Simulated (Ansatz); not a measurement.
# Cu: geometry relaxation (part 1 of 2)

System: Cu (P6₃/mmc, 4 atoms in the cell).
Method: DFT r2SCAN, scalar-relativistic, plane waves, PAW, no spin polarisation (Ansatz 0.2.0).

The structure derives from a Materials Project entry. It belongs to a series of runs on one base structure; here: biaxial strain in the a-b plane, c and atoms relaxed: -3.0 %. Figures and captions count atoms from 1; the log counts them from 0 in places.

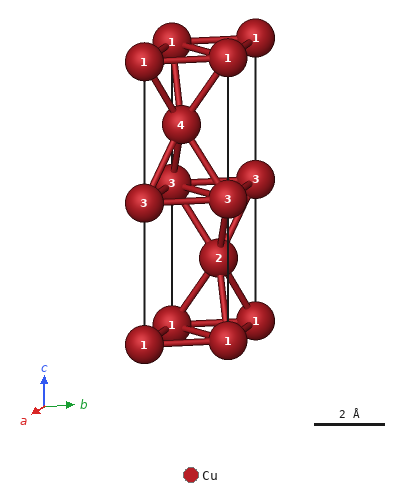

*The structure as given in the input (ball-and-stick view of the cell of the calculation, seen slightly off an axis; atoms are numbered from 1 in the order of the input). An atom can appear more than once, as a periodic image.*

Near neighbours in the periodic cell (some may lie outside the picture): Cu has 12 Cu at 2.45 to 2.54 Å.

### Input
```yaml
crystal:
  lattice:
    - [2.4534593248, 0.0, 0.0]
    - [-1.2267296624, 2.1247581024, 0.0]
    - [0.0, 0.0, 8.4126907662]
  atoms:
    - { symbol: Cu, position: [0.0, 0.0, 0.0] }
    - { symbol: Cu, position: [0.3333333333, 0.6666666667, 0.25] }
    - { symbol: Cu, position: [0.0, 0.0, 0.5] }
    - { symbol: Cu, position: [0.6666666667, 0.3333333333, 0.75] }
basis:
  ecutwfc: 500
kpoints:
  mp_grid: { grid: [24, 24, 6] }
hamiltonian:
  xc: r2scan
scf:
  occupations: { method: gaussian, width: 0.1 }
output:
  forces: true
  stress: true
  eigenvalues: true
relax:
  adjacent_minimum: "off"
  f_tol: 0.008
  max_steps: 40
  cell: { stress_tol: 0.015, fix: [a, b, gamma] }
```

Machine: 1 thread of AMD EPYC (Zen 3), 189 GiB of memory available, shared host.

Run as:
```bash
ansatz run input.yaml --threads 1 --pin off --max-ram 2560MiB --backend cpu --events-out ev --progress --plain --runs-dir out
```

### The program's output
```
Engine: ansatz 0.2.0, x86_64-unknown-linux-gnu
Pseudopotentials: kind: paw
Pseudopotential: Cu, paw, valence charge 19, recommended cutoff 500 eV (meta_gga), Cu.paw.azcp
Functional definition: r2SCAN
  parameter k0 = 0.174
  parameter k1 = 0.065
  parameter a1 = 4.9479
  exchange = r2scan_x(k0 = k0, k1 = k1, a1 = a1)
  correlation = r2scan_c
Crystal: 4 atoms, lattice volume = 43.855 Å³
Basis set: ecut = 500 eV, 1129 PW (Γ), exchange–correlation on 72×72×256 points (64 copies of the dense FFT grid, shifted against one another)
Bands: 46, of which v1, the nominal top of the filled ones, is band 38 counted from 1 (37 counted from 0)
Symmetry: 24 space group operations
Space group: P63/mmc (ITA 194), of the structure as read, at distance tolerance 3.5e-5 Å
k-points: 244 of 3456
Non-local potential: Cu, projectors of the file, l = 0: 3, l = 1: 2, l = 2: 3, l = 3: 1
PAW form: soft (Blöchl's): semilocal exchange-correlation on the pseudo side does not see the compensation charge
PAW frozen core: Cu, regenerated for the run's functional (the file was generated under x = pbe(κ = 0.804, μ = 0.2195149727645171), c = pbe(β = 0.06672455060314922))
PAW one-centre angular grid: Cu, 590 points (default); XC on 160 Gauss nodes
Initial density: superposition of atomic densities (neutral atoms: chi_scale 0, normalization atom), corrected by the library's trained network
Initial wavefunctions: pseudopotential atomic-orbital guess
Functional: x = r2scan, c = r2scan; τ floored in thin density (d = 2e-4 eV/Å³)
SCF iter   1: F=—  HF=-26524.914239 eV  |F-HF|=—  |Δ(HF+E_count)|=         —  Δρ=4.01e-2  dr2=3.82e-1  dr2_τ=2.59e-3  ethr=1.77e-3  ⟨swp⟩=5.1  Hψ=35818  notcnv=0  defer=185
preconditioner: auto → Kerker (q_TF=auto, 2.990 Å⁻¹)  [metal: Δε(μ)=0.003 eV  Ē_g=12.149 eV  σ=0.100 eV  W_gap=0.02  n_scr=14 (ndim 8)  ℏωp=37.2 eV  f_vac=0.000  D(μ)=0.96/eV (n_scr^D=4)]
SCF iter   2: F=—  HF=-26524.871562 eV  |F-HF|=—  |Δ(HF+E_count)|=   4.27e-2  Δρ=9.46e-3  dr2=1.25e-2  dr2_τ=4.62e-3  ethr=5.03e-4  ⟨swp⟩=2.0  Hψ=19503  notcnv=0  defer=655
SCF iter   3: F=—  HF=-26524.852177 eV  |F-HF|=—  |Δ(HF+E_count)|=   1.94e-2  Δρ=9.70e-3  dr2=2.72e-2  dr2_τ=1.68e-4  ethr=1.64e-5  ⟨swp⟩=2.0  Hψ=21135  notcnv=0  defer=655
SCF iter   4: F=—  HF=-26524.845471 eV  |F-HF|=—  |Δ(HF+E_count)|=   6.71e-3  Δρ=1.98e-3  dr2=1.36e-3  dr2_τ=6.59e-5  ethr=1.64e-5  ⟨swp⟩=2.2  Hψ=16091  notcnv=0  defer=653
SCF iter   5: F=—  HF=-26524.846297 eV  |F-HF|=—  |Δ(HF+E_count)|=   8.26e-4  Δρ=2.96e-3  dr2=2.50e-3  dr2_τ=1.59e-5  ethr=1.79e-6  ⟨swp⟩=2.1  Hψ=17193  notcnv=0  defer=653  recentre
SCF iter   6: F=—  HF=-26524.845891 eV  |F-HF|=—  |Δ(HF+E_count)|=   4.05e-4  Δρ=5.62e-4  dr2=1.11e-4  dr2_τ=1.87e-6  ethr=1.79e-6  ⟨swp⟩=2.0  Hψ=15707  notcnv=0  defer=653
SCF iter   7: F=—  HF=-26524.845890 eV  |F-HF|=—  |Δ(HF+E_count)|=   9.50e-7  Δρ=1.10e-4  dr2=4.82e-6  dr2_τ=4.57e-8  ethr=1.47e-7  ⟨swp⟩=2.1  Hψ=14306  notcnv=0  defer=653
SCF iter   8: F=—  HF=-26524.845885 eV  |F-HF|=—  |Δ(HF+E_count)|=   5.67e-6  Δρ=3.38e-5  dr2=4.09e-7  dr2_τ=4.04e-9  ethr=6.34e-9  ⟨swp⟩=2.0  Hψ=15676  notcnv=0  defer=653
SCF iter   9: F=-26524.845885 eV  HF=-26524.845885 eV  |F-HF|=3.88e-9  |Δ(HF+E_count)|=   7.27e-8  Δρ=9.40e-6  dr2=2.35e-8  dr2_τ=1.66e-10  ethr=1.32e-10  ⟨swp⟩=8.2  Hψ=50078  notcnv=0
SCF 1 converged in 9 iterations: F = -26524.845885 eV  dr2 = 2.35e-8
  greatest PAW one-centre occupation: 1.000 electrons in one spin orbital (limit 2), on the Cu atom at site 3 (counted from 0), in its partial waves of l = 0
relax step   1: F+E_penalty+E_count = -26524.84588481 eV  Δ(F+E_penalty+E_count) = +0.000e0 eV  max|allowed force component| = 6.311e-30 eV/Å  Δτ_max = 0.0000 Å  P = +8.265 GPa  Ω = 43.855 Å³  fix = [a, b, gamma]  reactions: a +11.979, b +11.979 GPa  (9 SCF iters, dr2 threshold 1.00e-7 eV, accepted)
Crystal: 4 atoms, lattice volume = 43.905 Å³
Initial density: handed on by an earlier stage of this run
Initial wavefunctions: those handed on with the density
iter 1 solved again at ethr=1.22e-7 eV; its pass at ethr=3.10e-3 eV (dr2=9.24e-5 eV) is discarded
SCF iter   1: F=—  HF=-26524.845937 eV  |F-HF|=—  |Δ(HF+E_count)|=         —  Δρ=5.52e-4  dr2=8.20e-5  dr2_τ=1.01e-4  ethr=1.22e-7  ⟨swp⟩=2.1  Hψ=43399  notcnv=0
preconditioner: auto → Kerker (q_TF=auto, 2.990 Å⁻¹)  [metal: Δε(μ)=0.020 eV  Ē_g=11.963 eV  σ=0.100 eV  W_gap=0.11  n_scr=14 (ndim 8)  ℏωp=37.2 eV  f_vac=0.000  D(μ)=1.12/eV (n_scr^D=4)]
SCF iter   2: F=—  HF=-26524.846070 eV  |F-HF|=—  |Δ(HF+E_count)|=   1.34e-4  Δρ=3.36e-4  dr2=1.96e-5  dr2_τ=9.32e-7  ethr=1.08e-7  ⟨swp⟩=2.0  Hψ=17224  notcnv=0
SCF iter   3: F=—  HF=-26524.846062 eV  |F-HF|=—  |Δ(HF+E_count)|=   8.31e-6  Δρ=5.65e-5  dr2=8.13e-7  dr2_τ=2.39e-8  ethr=2.58e-8  ⟨swp⟩=2.0  Hψ=16373  notcnv=0
SCF iter   4: F=-26524.846062 eV  HF=-26524.846062 eV  |F-HF|=2.39e-7  |Δ(HF+E_count)|=   4.26e-7  Δρ=2.88e-5  dr2=2.38e-7  dr2_τ=5.71e-9  ethr=5.26e-10  ⟨swp⟩=5.1  Hψ=46466  notcnv=0
SCF 2 converged in 4 iterations: F = -26524.846062 eV  dr2 = 2.38e-7
relax step   2: F+E_penalty+E_count = -26524.84606242 eV  Δ(F+E_penalty+E_count) = -1.776e-4 eV  max|allowed force component| = 6.361e-18 eV/Å  Δτ_max = 0.0000 Å  P = +8.064 GPa  Ω = 43.905 Å³  energy of the carried Pulay correction = -2.618e-5 eV  fix = [a, b, gamma]  reactions: a +11.852, b +11.852 GPa  (4 SCF iters, dr2 threshold 4.00e-7 eV, accepted)
Crystal: 4 atoms, lattice volume = 43.974 Å³
iter 1 solved again at ethr=2.57e-7 eV; its pass at ethr=3.10e-3 eV (dr2=1.95e-4 eV) is discarded
SCF iter   1: F=—  HF=-26524.845887 eV  |F-HF|=—  |Δ(HF+E_count)|=         —  Δρ=7.92e-4  dr2=1.74e-4  dr2_τ=1.96e-4  ethr=2.57e-7  ⟨swp⟩=2.1  Hψ=43520  notcnv=0
preconditioner: auto → Kerker (q_TF=auto, 2.989 Å⁻¹)  [metal: Δε(μ)=0.030 eV  Ē_g=11.950 eV  σ=0.100 eV  W_gap=0.17  n_scr=14 (ndim 8)  ℏωp=37.1 eV  f_vac=0.000  D(μ)=1.14/eV (n_scr^D=4)]
SCF iter   2: F=—  HF=-26524.846144 eV  |F-HF|=—  |Δ(HF+E_count)|=   2.58e-4  Δρ=5.00e-4  dr2=4.22e-5  dr2_τ=2.04e-6  ethr=2.30e-7  ⟨swp⟩=2.0  Hψ=17195  notcnv=0
SCF iter   3: F=—  HF=-26524.846128 eV  |F-HF|=—  |Δ(HF+E_count)|=   1.64e-5  Δρ=9.66e-5  dr2=2.13e-6  dr2_τ=6.55e-8  ethr=5.55e-8  ⟨swp⟩=2.0  Hψ=16367  notcnv=0
SCF iter   4: F=—  HF=-26524.846130 eV  |F-HF|=—  |Δ(HF+E_count)|=   1.80e-6  Δρ=4.84e-5  dr2=5.34e-7  dr2_τ=1.59e-8  ethr=5.26e-10  ⟨swp⟩=5.5  Hψ=48237  notcnv=0
SCF iter   5: F=—  HF=-26524.846131 eV  |F-HF|=—  |Δ(HF+E_count)|=   1.41e-6  Δρ=6.58e-5  dr2=8.94e-7  dr2_τ=6.10e-9  ethr=5.26e-10  ⟨swp⟩=5.0  Hψ=44292  notcnv=0
SCF iter   6: F=-26524.846131 eV  HF=-26524.846131 eV  |F-HF|=8.48e-8  |Δ(HF+E_count)|=   1.05e-7  Δρ=2.15e-5  dr2=1.02e-7  dr2_τ=1.09e-9  ethr=5.26e-10  ⟨swp⟩=2.7  Hψ=37541  notcnv=0
SCF 3 converged in 6 iterations: F = -26524.846131 eV  dr2 = 1.02e-7
relax step   3: F+E_penalty+E_count = -26524.84613077 eV  Δ(F+E_penalty+E_count) = -6.835e-5 eV  max|allowed force component| = 1.972e-31 eV/Å  Δτ_max = 0.0000 Å  P = +7.779 GPa  Ω = 43.974 Å³  energy of the carried Pulay correction = -6.280e-5 eV  fix = [a, b, gamma]  reactions: a +11.669, b +11.669 GPa  (6 SCF iters, dr2 threshold 4.00e-7 eV, accepted)
Initial wavefunctions: pseudopotential atomic-orbital guess (no wavefunctions were taken with the density)
iter 1 solved again at ethr=1.33e-9 eV; its pass at ethr=3.10e-3 eV (dr2=1.01e-6 eV) is discarded
SCF iter   1: F=—  HF=-26524.846193 eV  |F-HF|=—  |Δ(HF+E_count)|=         —  Δρ=1.83e-5  dr2=6.96e-8  dr2_τ=1.22e-8  ethr=1.33e-9  ⟨swp⟩=4.0  Hψ=71512  notcnv=0
preconditioner: auto → Kerker (q_TF=auto, 2.989 Å⁻¹)  [metal: Δε(μ)=0.032 eV  Ē_g=11.946 eV  σ=0.100 eV  W_gap=0.18  n_scr=14 (ndim 8)  ℏωp=37.1 eV  f_vac=0.000  D(μ)=1.15/eV (n_scr^D=4)]
SCF iter   2: F=—  HF=-26524.846193 eV  |F-HF|=—  |Δ(HF+E_count)|=   4.02e-9  Δρ=1.45e-5  dr2=4.74e-8  dr2_τ=1.41e-9  ethr=9.16e-11  ⟨swp⟩=2.0  Hψ=20475  notcnv=0
SCF iter   3: F=—  HF=-26524.846193 eV  |F-HF|=—  |Δ(HF+E_count)|=   9.39e-9  Δρ=3.69e-6  dr2=2.82e-9  dr2_τ=3.05e-10  ethr=6.23e-11  ⟨swp⟩=2.0  Hψ=16227  notcnv=0
SCF iter   4: F=—  HF=-26524.846193 eV  |F-HF|=—  |Δ(HF+E_count)|=   7.54e-9  Δρ=3.62e-6  dr2=3.77e-9  dr2_τ=2.22e-11  ethr=3.71e-12  ⟨swp⟩=2.0  Hψ=20552  notcnv=0
SCF iter   5: F=—  HF=-26524.846193 eV  |F-HF|=—  |Δ(HF+E_count)|=  4.73e-10  Δρ=1.18e-6  dr2=4.39e-10  dr2_τ=5.38e-12  ethr=3.71e-12  ⟨swp⟩=2.0  Hψ=16261  notcnv=0
SCF iter   6: F=—  HF=-26524.846193 eV  |F-HF|=—  |Δ(HF+E_count)|=  1.67e-10  Δρ=8.54e-7  dr2=1.57e-10  dr2_τ=9.59e-13  ethr=1.00e-12  ⟨swp⟩=2.0  Hψ=16537  notcnv=0
SCF iter   7: F=—  HF=-26524.846193 eV  |F-HF|=—  |Δ(HF+E_count)|=  7.28e-12  Δρ=5.10e-7  dr2=5.94e-11  dr2_τ=5.58e-13  ethr=1.00e-12  ⟨swp⟩=1.0  Hψ=11224  notcnv=0
SCF iter   8: F=-26524.846193 eV  HF=-26524.846193 eV  |F-HF|=3.64e-12  |Δ(HF+E_count)|=  3.64e-12  Δρ=9.58e-8  dr2=2.36e-12  dr2_τ=5.15e-14  ethr=1.00e-12  ⟨swp⟩=4.0  Hψ=47700  notcnv=0
SCF 4 converged in 8 iterations: F = -26524.846193 eV  dr2 = 2.36e-12
relax step   4: F+E_penalty+E_count = -26524.84619302 eV  Δ(F+E_penalty+E_count) = -6.225e-5 eV  max|allowed force component| = 2.313e-18 eV/Å  Δτ_max = 0.0000 Å  P = +7.782 GPa  Ω = 43.974 Å³  fix = [a, b, gamma]  reactions: a +11.671, b +11.671 GPa  stress off target by 3.93e-3 GPa on what of the cell is left free  SCF on the basis re-selected at this cell (its energy is not comparable with the rows above)  (8 SCF iters)
```

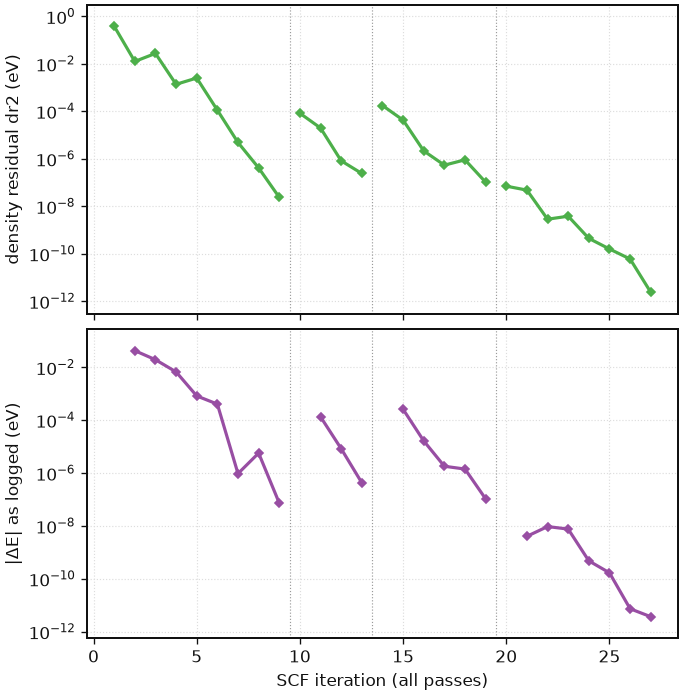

*Convergence of the self-consistent field: density residual dr2 and size of the energy change against the SCF iteration. The dotted lines part the SCF passes of the relaxation: geometry steps, rejected trials and re-solves on a re-selected basis.*

The passes take 9, 4, 6 and 8 iterations.
